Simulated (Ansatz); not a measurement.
Single-point calculation, with input and output: Al96N96 (part 2 of 2)

The same run, continued: Al96N96 (P6₃mc, 192 atoms in the cell); DFT, r2SCAN, PAW, plane waves (Ansatz 0.2.0); cutoff 500 eV, 1×1×1 k-mesh, Fermi–Dirac smearing of 0.01 eV. The structure was built on a prototype by a generator.

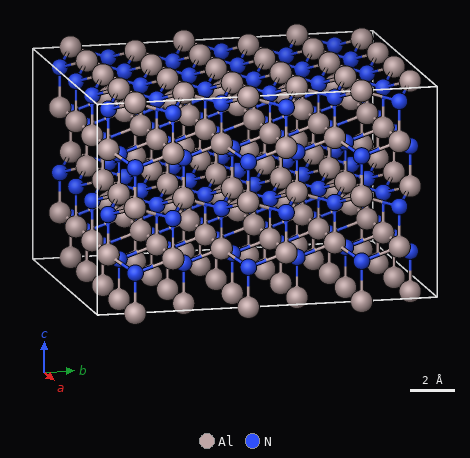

Figure 1. The input geometry (ball-and-stick view of the cell of the calculation, seen slightly off an axis).

### Log, continued
```
--- Forces (eV/Å), atoms counted from 1 ---
  atom   1  Al     0.00013381    -0.00018755     0.01284553
  atom   2  Al     0.00013366    -0.00018798     0.01284503
  atom   3  Al     0.00013284     0.00014791     0.01283530
  atom   4  Al     0.00013314     0.00014718     0.01283564
  atom   5  Al     0.00013278    -0.00018767     0.01284594
  atom   6  Al     0.00013249    -0.00018770     0.01284560
  atom   7  Al     0.00013264     0.00014674     0.01283635
  atom   8  Al     0.00013356     0.00014683     0.01283601
  atom   9  Al     0.00013308    -0.00001872     0.01284891
  atom  10  Al     0.00013319    -0.00001872     0.01284948
  atom  11  Al     0.00013367    -0.00018778     0.01284535
  atom  12  Al     0.00013292    -0.00018788     0.01284610
  atom  13  Al     0.00013323    -0.00018838     0.01284525
  atom  14  Al     0.00013356    -0.00018801     0.01284559
  atom  15  Al     0.00013373     0.00014719     0.01283585
  atom  16  Al     0.00013243     0.00014741     0.01283614
  atom  17  Al     0.00013309    -0.00001831     0.01284945
  atom  18  Al     0.00013391    -0.00001878     0.01284878
  atom  19  Al     0.00013256    -0.00018768     0.01284604
  atom  20  Al     0.00013368    -0.00018772     0.01284551
  atom  21  Al     0.00013275     0.00014713     0.01283590
  atom  22  Al     0.00013307     0.00014763     0.01283611
  atom  23  Al     0.00013311    -0.00001941     0.01284959
  atom  24  Al     0.00013311    -0.00001825     0.01284956
  atom  25  Al     0.00013293    -0.00018781     0.01284574
  atom  26  Al     0.00013302    -0.00018819     0.01284531
  atom  27  Al     0.00013335     0.00014764     0.01283596
  atom  28  Al     0.00013341     0.00014673     0.01283660
  atom  29  Al     0.00013355    -0.00001882     0.01284895
  atom  30  Al     0.00013230    -0.00001801     0.01284911
  atom  31  Al     0.00013305    -0.00018796     0.01284603
  atom  32  Al     0.00013290    -0.00018837     0.01284527
  atom  33  Al     0.00013311     0.00014742     0.01283631
  atom  34  Al     0.00013343     0.00014707     0.01283607
  atom  35  Al     0.00013338    -0.00001886     0.01284853
  atom  36  Al     0.00013285    -0.00001843     0.01284877
  atom  37  Al     0.00013301    -0.00001896     0.01284906
  atom  38  Al     0.00013335    -0.00001874     0.01284969
  atom  39  Al     0.00013333    -0.00018834     0.01284595
  atom  40  Al     0.00013310    -0.00018755     0.01284527
  atom  41  Al     0.00013348     0.00014762     0.01283650
  atom  42  Al     0.00013329     0.00014754     0.01283576
  atom  43  Al     0.00013356    -0.00001836     0.01284926
  atom  44  Al     0.00013322    -0.00001880     0.01284928
  atom  45  Al     0.00013339     0.00014776     0.01283579
  atom  46  Al     0.00013293     0.00014755     0.01283609
  atom  47  Al     0.00013253    -0.00001881     0.01284881
  atom  48  Al     0.00013340    -0.00001869     0.01284877
  atom  49  Al     0.00027416     0.00018244     0.01282799
  atom  50  Al     0.00027422     0.00018253     0.01282714
  atom  51  Al     0.00027455     0.00018295     0.01282819
  atom  52  Al     0.00027436     0.00018296     0.01282774
  atom  53  Al     0.00027490     0.00001666     0.01281454
  atom  54  Al     0.00027474     0.00001678     0.01281415
  atom  55  Al     0.00027382     0.00035174     0.01282413
  atom  56  Al     0.00027413     0.00035185     0.01282376
  atom  57  Al     0.00027375     0.00018245     0.01282768
  atom  58  Al     0.00027417     0.00018271     0.01282712
  atom  59  Al     0.00027375     0.00001695     0.01281477
  atom  60  Al     0.00027410     0.00001644     0.01281361
  atom  61  Al     0.00027448     0.00035239     0.01282385
  atom  62  Al     0.00027402     0.00035156     0.01282399
  atom  63  Al     0.00027476     0.00018270     0.01282728
  atom  64  Al     0.00027379     0.00018277     0.01282780
  atom  65  Al     0.00027438     0.00001681     0.01281443
  atom  66  Al     0.00027406     0.00001731     0.01281422
  atom  67  Al     0.00027435     0.00018310     0.01282811
  atom  68  Al     0.00027410     0.00018316     0.01282707
  atom  69  Al     0.00027464     0.00001684     0.01281409
  atom  70  Al     0.00027453     0.00001636     0.01281410
  atom  71  Al     0.00027410     0.00035211     0.01282476
  atom  72  Al     0.00027426     0.00035186     0.01282408
  atom  73  Al     0.00027407     0.00018256     0.01282767
  atom  74  Al     0.00027446     0.00018314     0.01282740
  atom  75  Al     0.00027426     0.00001581     0.01281466
  atom  76  Al     0.00027439     0.00001658     0.01281415
  atom  77  Al     0.00027343     0.00035188     0.01282481
  atom  78  Al     0.00027363     0.00035147     0.01282339
  atom  79  Al     0.00027371     0.00001715     0.01281446
  atom  80  Al     0.00027364     0.00001684     0.01281429
  atom  81  Al     0.00027443     0.00035211     0.01282383
  atom  82  Al     0.00027443     0.00035128     0.01282428
  atom  83  Al     0.00027430     0.00018284     0.01282731
  atom  84  Al     0.00027387     0.00018289     0.01282743
  atom  85  Al     0.00027437     0.00001649     0.01281444
  atom  86  Al     0.00027386     0.00001697     0.01281384
  atom  87  Al     0.00027492     0.00035240     0.01282446
  atom  88  Al     0.00027449     0.00035188     0.01282371
  atom  89  Al     0.00027389     0.00018258     0.01282761
  atom  90  Al     0.00027491     0.00018313     0.01282731
  atom  91  Al     0.00027380     0.00001623     0.01281489
  atom  92  Al     0.00027451     0.00001675     0.01281447
  atom  93  Al     0.00027403     0.00035163     0.01282460
  atom  94  Al     0.00027412     0.00035176     0.01282419
  atom  95  Al     0.00027460     0.00035169     0.01282467
  atom  96  Al     0.00027477     0.00035145     0.01282328
  atom  97  N     -0.00015924    -0.00001797    -0.01253429
  atom  98  N     -0.00015901    -0.00001801    -0.01253428
  atom  99  N     -0.00015886    -0.00001782    -0.01253443
  atom 100  N     -0.00015877    -0.00001788    -0.01253433
  atom 101  N     -0.00015886    -0.00015490    -0.01249993
  atom 102  N     -0.00015865    -0.00015508    -0.01249971
  atom 103  N     -0.00015904     0.00016681    -0.01249773
  atom 104  N     -0.00015904     0.00016678    -0.01249757
  atom 105  N     -0.00015905    -0.00001805    -0.01253452
  atom 106  N     -0.00015932    -0.00001800    -0.01253429
  atom 107  N     -0.00015894    -0.00015506    -0.01249960
  atom 108  N     -0.00015892    -0.00015515    -0.01250014
  atom 109  N     -0.00015911     0.00016694    -0.01249753
  atom 110  N     -0.00015897     0.00016710    -0.01249756
  atom 111  N     -0.00015887    -0.00001808    -0.01253449
  atom 112  N     -0.00015859    -0.00001804    -0.01253436
  atom 113  N     -0.00015918    -0.00015528    -0.01250022
  atom 114  N     -0.00015905    -0.00015519    -0.01249996
  atom 115  N     -0.00015904    -0.00001785    -0.01253452
  atom 116  N     -0.00015906    -0.00001789    -0.01253442
  atom 117  N     -0.00015879    -0.00015507    -0.01249986
  atom 118  N     -0.00015904    -0.00015497    -0.01249969
  atom 119  N     -0.00015903     0.00016688    -0.01249715
  atom 120  N     -0.00015895     0.00016684    -0.01249785
  atom 121  N     -0.00015913    -0.00001787    -0.01253417
  atom 122  N     -0.00015913    -0.00001817    -0.01253459
  atom 123  N     -0.00015889    -0.00015524    -0.01249984
  atom 124  N     -0.00015902    -0.00015531    -0.01249971
  atom 125  N     -0.00015885     0.00016655    -0.01249765
  atom 126  N     -0.00015893     0.00016677    -0.01249769
  atom 127  N     -0.00015914    -0.00015486    -0.01249989
  atom 128  N     -0.00015912    -0.00015501    -0.01249982
  atom 129  N     -0.00015899     0.00016690    -0.01249740
  atom 130  N     -0.00015924     0.00016711    -0.01249733
  atom 131  N     -0.00015880    -0.00001806    -0.01253413
  atom 132  N     -0.00015876    -0.00001803    -0.01253455
  atom 133  N     -0.00015905    -0.00015507    -0.01249996
  atom 134  N     -0.00015893    -0.00015523    -0.01250018
  atom 135  N     -0.00015882     0.00016685    -0.01249772
  atom 136  N     -0.00015893     0.00016700    -0.01249755
  atom 137  N     -0.00015909    -0.00001797    -0.01253402
  atom 138  N     -0.00015931    -0.00001793    -0.01253455
  atom 139  N     -0.00015904    -0.00015517    -0.01249964
  atom 140  N     -0.00015911    -0.00015520    -0.01249980
  atom 141  N     -0.00015901     0.00016665    -0.01249792
  atom 142  N     -0.00015891     0.00016670    -0.01249737
  atom 143  N     -0.00015907     0.00016668    -0.01249778
  atom 144  N     -0.00015903     0.00016670    -0.01249776
  atom 145  N     -0.00024848    -0.00033086    -0.01248352
  atom 146  N     -0.00024844    -0.00033099    -0.01248398
  atom 147  N     -0.00024857    -0.00000884    -0.01248587
  atom 148  N     -0.00024838    -0.00000903    -0.01248590
  atom 149  N     -0.00024810    -0.00033084    -0.01248382
  atom 150  N     -0.00024816    -0.00033086    -0.01248388
  atom 151  N     -0.00024824    -0.00000872    -0.01248599
  atom 152  N     -0.00024825    -0.00000888    -0.01248619
  atom 153  N     -0.00024831    -0.00014600    -0.01252054
  atom 154  N     -0.00024827    -0.00014606    -0.01252055
  atom 155  N     -0.00024851    -0.00033088    -0.01248388
  atom 156  N     -0.00024842    -0.00033085    -0.01248363
  atom 157  N     -0.00024850    -0.00033085    -0.01248361
  atom 158  N     -0.00024846    -0.00033071    -0.01248379
  atom 159  N     -0.00024840    -0.00000884    -0.01248584
  atom 160  N     -0.00024867    -0.00000915    -0.01248608
  atom 161  N     -0.00024837    -0.00014611    -0.01252065
  atom 162  N     -0.00024835    -0.00014623    -0.01252065
  atom 163  N     -0.00024844    -0.00033074    -0.01248411
  atom 164  N     -0.00024842    -0.00033068    -0.01248371
  atom 165  N     -0.00024824    -0.00000903    -0.01248607
  atom 166  N     -0.00024830    -0.00000881    -0.01248582
  atom 167  N     -0.00024834    -0.00014627    -0.01252025
  atom 168  N     -0.00024839    -0.00014606    -0.01252046
  atom 169  N     -0.00024828    -0.00033077    -0.01248351
  atom 170  N     -0.00024838    -0.00033090    -0.01248374
  atom 171  N     -0.00024851    -0.00000870    -0.01248605
  atom 172  N     -0.00024852    -0.00000916    -0.01248604
  atom 173  N     -0.00024830    -0.00014623    -0.01252079
  atom 174  N     -0.00024839    -0.00014603    -0.01252066
  atom 175  N     -0.00024847    -0.00033081    -0.01248379
  atom 176  N     -0.00024851    -0.00033084    -0.01248386
  atom 177  N     -0.00024843    -0.00000907    -0.01248607
  atom 178  N     -0.00024839    -0.00000886    -0.01248602
  atom 179  N     -0.00024834    -0.00014627    -0.01252036
  atom 180  N     -0.00024842    -0.00014617    -0.01252077
  atom 181  N     -0.00024842    -0.00014607    -0.01252090
  atom 182  N     -0.00024842    -0.00014598    -0.01252051
  atom 183  N     -0.00024837    -0.00033074    -0.01248432
  atom 184  N     -0.00024848    -0.00033074    -0.01248365
  atom 185  N     -0.00024826    -0.00000902    -0.01248604
  atom 186  N     -0.00024834    -0.00000878    -0.01248587
  atom 187  N     -0.00024841    -0.00014603    -0.01252038
  atom 188  N     -0.00024862    -0.00014607    -0.01252060
  atom 189  N     -0.00024845    -0.00000916    -0.01248615
  atom 190  N     -0.00024837    -0.00000879    -0.01248612
  atom 191  N     -0.00024863    -0.00014629    -0.01252052
  atom 192  N     -0.00024836    -0.00014621    -0.01252076
  max |Σ_I F_I| component: 3.16e-2 eV/Å
--- Band table (eV) ---
  k-point 0: bands = ["-8.9592", "-8.7872", "-8.6723", "-8.5103", "-8.5052", "-8.4608", "-8.3457", "-8.2399", "-8.2042", "-8.1498", ... 366 levels left out ..., "6.4640", "6.5044", "6.5262", "6.5367", "6.6050", "6.6140", "6.6554", "6.6791", "12.2483", "12.6404", "12.7010", "12.7207", "12.8434", "12.8602", "13.0373", "13.0439", "13.0843", "13.0871", "13.1006", "13.1052", "13.1077", "13.1354", "13.1469", "13.1901", "13.2241", "13.2437", "13.4108", "13.4236", "13.4459",
      "13.4511", "13.4541", "13.4651", "13.5041", "13.5145", "13.5388", "13.5697", "13.5759", "13.5793", "13.5797", "13.5827", "13.5854", "13.6274", "13.7139", "13.7140", "13.7646", "13.7928", "13.7975", "13.8185", "13.8294", "13.8358", "13.8646", "13.8734", "13.8850", "13.9036", "13.9424", "13.9687", "13.9742", "13.9858", "13.9913", "14.0231", "14.0273", "14.0508", "14.0707", "14.1382", "14.1452", "14.1603", "14.1649", "14.1778", "14.2284",
      "14.2879", "14.3073", "14.3153", "14.3260", "14.3504", "14.4203", "14.4450", "14.5510", "14.5819", "14.5897", "14.6214", "14.6271", "14.6434", "14.6577", "14.6737", "14.7128", "14.7683", "14.7977", "14.8759", "14.9584", "14.9619", "14.9871", "14.9981", "15.0147", "15.1031", "15.1943", "15.2206", "15.2467", "15.2971", "15.3431", "15.4950", "15.5183", "15.5743", "15.6911", "15.8576", "15.8597", "15.8781", "15.9354", "15.9879", "16.0053",
      "16.0295", "16.0789", "16.1189", "16.1226", "16.1707", "16.1798", "16.1823", "16.2235", "16.2383", "16.2385", "16.2631", "16.2699", "16.3273", "16.3549", "16.3998", "16.4997", "16.5070", "16.5300", "16.5837", "16.5843", "16.6038", "16.6218", "16.6748", "16.6811", "16.6822", "16.6949", "16.7221", "16.7651", "16.7668", "16.7763", "16.7840", "16.7846", "16.8008", "16.8032", "16.8061", "16.8200", "16.8220", "16.8224", "16.8248", "16.8499",
      "16.8519", "16.8634", "16.8758", "16.9094", "17.0895", "17.1060", "17.2219", "17.2290", "17.2307", "17.2681", "17.2723", "17.3005", "17.3283", "17.3621", "17.3673", "17.3751", "17.3767", "17.3929", "17.4259", "17.4326", "17.4345", "17.5195", "17.5268", "17.5295", "17.5417", "17.5455", "17.5456", "17.5847", "17.6011", "17.6028", "17.6075", "17.6123", "17.6238", "17.6970", "17.7117", "17.7220", "17.7442", "17.7508", "17.7617", "17.7637",
      "17.7724", "17.7957", "17.7984", "17.8014", "17.8576", "17.9288", "17.9741", "18.0093", "18.0535", "18.1480", "18.4199"]
--- Löwdin populations: 192 sites ---
  site symbol       q [e]
     0     Al      1.8506
     1     Al      1.8506
     2     Al      1.8506
     3     Al      1.8506
     4     Al      1.8506
     5     Al      1.8506
     6     Al      1.8506
     7     Al      1.8506
     8     Al      1.8506
     9     Al      1.8506
    10     Al      1.8506
    11     Al      1.8506
    12     Al      1.8506
    13     Al      1.8506
    14     Al      1.8506
    15     Al      1.8506
    16     Al      1.8506
    17     Al      1.8506
    18     Al      1.8506
    19     Al      1.8506
    20     Al      1.8506
    21     Al      1.8506
    22     Al      1.8506
    23     Al      1.8506
    24     Al      1.8506
    25     Al      1.8506
    26     Al      1.8506
    27     Al      1.8506
    28     Al      1.8506
    29     Al      1.8506
    30     Al      1.8506
    31     Al      1.8506
    32     Al      1.8506
    33     Al      1.8506
    34     Al      1.8506
    35     Al      1.8506
    36     Al      1.8506
    37     Al      1.8506
    38     Al      1.8506
    39     Al      1.8506
    40     Al      1.8506
    41     Al      1.8506
    42     Al      1.8506
    43     Al      1.8506
    44     Al      1.8506
    45     Al      1.8506
    46     Al      1.8506
    47     Al      1.8506
    48     Al      1.8506
    49     Al      1.8506
    50     Al      1.8506
    51     Al      1.8506
    52     Al      1.8506
    53     Al      1.8506
    54     Al      1.8506
    55     Al      1.8506
    56     Al      1.8506
    57     Al      1.8506
    58     Al      1.8506
    59     Al      1.8506
    60     Al      1.8506
    61     Al      1.8506
    62     Al      1.8506
    63     Al      1.8506
    64     Al      1.8506
    65     Al      1.8506
    66     Al      1.8506
    67     Al      1.8506
    68     Al      1.8506
    69     Al      1.8506
    70     Al      1.8506
    71     Al      1.8506
    72     Al      1.8506
    73     Al      1.8506
    74     Al      1.8506
    75     Al      1.8506
    76     Al      1.8506
    77     Al      1.8506
    78     Al      1.8506
    79     Al      1.8506
    80     Al      1.8506
    81     Al      1.8506
    82     Al      1.8506
    83     Al      1.8506
    84     Al      1.8506
    85     Al      1.8506
    86     Al      1.8506
    87     Al      1.8506
    88     Al      1.8506
    89     Al      1.8506
    90     Al      1.8506
    91     Al      1.8506
    92     Al      1.8506
    93     Al      1.8506
    94     Al      1.8506
    95     Al      1.8506
    96      N      6.0790
    97      N      6.0790
    98      N      6.0790
    99      N      6.0790
   100      N      6.0790
   101      N      6.0790
   102      N      6.0790
   103      N      6.0790
   104      N      6.0790
   105      N      6.0790
   106      N      6.0790
   107      N      6.0790
   108      N      6.0790
   109      N      6.0790
   110      N      6.0790
   111      N      6.0790
   112      N      6.0790
   113      N      6.0790
   114      N      6.0790
   115      N      6.0790
   116      N      6.0790
   117      N      6.0790
   118      N      6.0790
   119      N      6.0790
   120      N      6.0790
   121      N      6.0790
   122      N      6.0790
   123      N      6.0790
   124      N      6.0790
   125      N      6.0790
   126      N      6.0790
   127      N      6.0790
   128      N      6.0790
   129      N      6.0790
   130      N      6.0790
   131      N      6.0790
   132      N      6.0790
   133      N      6.0790
   134      N      6.0790
   135      N      6.0790
   136      N      6.0790
   137      N      6.0790
   138      N      6.0790
   139      N      6.0790
   140      N      6.0790
   141      N      6.0790
   142      N      6.0790
   143      N      6.0790
   144      N      6.0790
   145      N      6.0790
   146      N      6.0790
   147      N      6.0790
   148      N      6.0790
   149      N      6.0790
   150      N      6.0790
   151      N      6.0790
   152      N      6.0790
   153      N      6.0790
   154      N      6.0790
   155      N      6.0790
   156      N      6.0790
   157      N      6.0790
   158      N      6.0790
   159      N      6.0790
   160      N      6.0790
   161      N      6.0790
   162      N      6.0790
   163      N      6.0790
   164      N      6.0790
   165      N      6.0790
   166      N      6.0790
   167      N      6.0790
   168      N      6.0790
   169      N      6.0790
   170      N      6.0790
   171      N      6.0790
   172      N      6.0790
   173      N      6.0790
   174      N      6.0790
   175      N      6.0790
   176      N      6.0790
   177      N      6.0790
   178      N      6.0790
   179      N      6.0790
   180      N      6.0790
   181      N      6.0790
   182      N      6.0790
   183      N      6.0790
   184      N      6.0790
   185      N      6.0790
   186      N      6.0790
   187      N      6.0790
   188      N      6.0790
   189      N      6.0790
   190      N      6.0790
   191      N      6.0790
  spilling = 0.008791 (of n_electrons = 768.000000)
```

### Summary

- outcome: converged
- space group (tolerance 0.01 Å): P6₃mc (186)
- electrons treated: 768
- free energy: −89134.5346 eV
- Fermi energy: 9.464 eV
- largest force (length of the vector): 0.013 eV/Å
- wall time: 15 s (CPU time 43 s)
- peak memory: 6.4 GiB

### Remarks

The k-point mesh is coarse for a cell of this size, so the results may not be converged.
